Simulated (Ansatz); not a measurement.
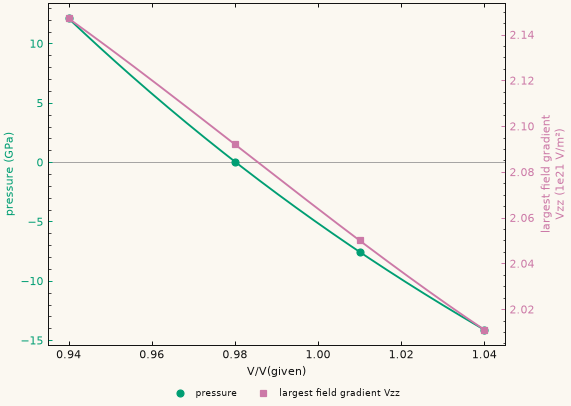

**Figure.** Pressure and largest field gradient Vzz against V/V(given) for TiB₂, space group P6/mmm (No. 191).

V(given) is 8.55 Å³/atom.

The pressure falls from 12.1 GPa at V/V(given) 0.94 to −14.1 GPa at 1.04, and changes sign near 0.98. The largest field gradient Vzz falls from 2.147 1e21 V/m² at V/V(given) 0.94 to 2.011 1e21 V/m² at 1.04.

How it was computed, with Ansatz 0.2.0: periodic Kohn-Sham DFT of a crystal at fixed atoms, scaled to the stated factor times the given cell; pressure positive in compression. Level: PBEsol.

```tsv
setting	value
method	frozen-core PAW
relativity	scalar
k mesh	14×14×11
occupations	Fermi–Dirac
smearing width	0.03 eV
wave cutoff	420 eV
PAW set	soft_2
```

Cell as given: a = 3.029 Å, b = 3.029 Å, c = 3.228 Å, α = 90.00°, β = 90.00°, γ = 120.00°; 3 atoms.

Keep in mind: PAW files made with PBE; no gap: field gradients move with the k mesh; shape and atomic fractions are frozen while scaling, which makes layered, chain and framework solids too stiff.
